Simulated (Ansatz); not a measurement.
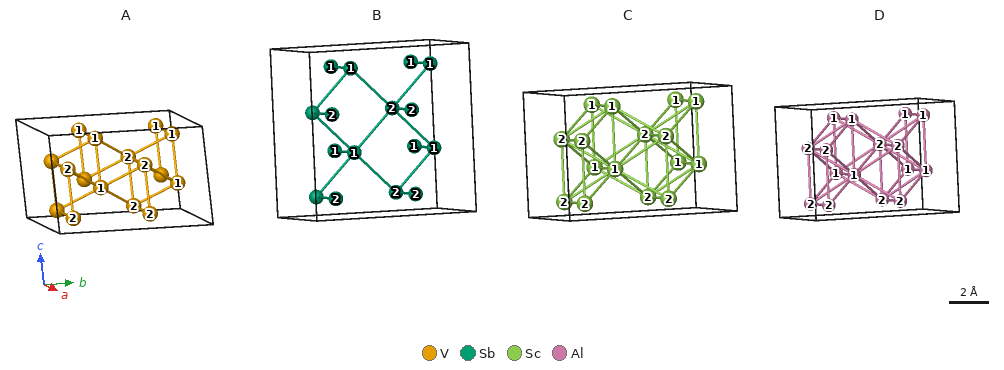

One structure type (space group Pm-3m for the parent) with different elements on its sites, each relaxed in cell and atoms to zero pressure (within 0.1 GPa). The picture is a ball-and-stick view of the cell of the calculation, repeated to show the pattern, seen slightly off an axis.

Level of theory: Ansatz, DFT PBE, scalar-relativistic, plane waves, PAW. Settings: plane-wave cutoff 420 eV; occupations gaussian; smearing width 0.1 eV; no spin polarisation. The k-mesh is chosen for each cell (16×10×16, 14×10×10, 14×10×14).

### Give the formulas, and rank the crystals by volume per atom, smallest first.

A = V (13.5 Å³), D = Al (16.5 Å³), C = Sc (24.6 Å³), B = Sb (30.1 Å³).

### Which have a band gap?

V: metallic; Sb: metallic; Sc: metallic; Al: metallic.
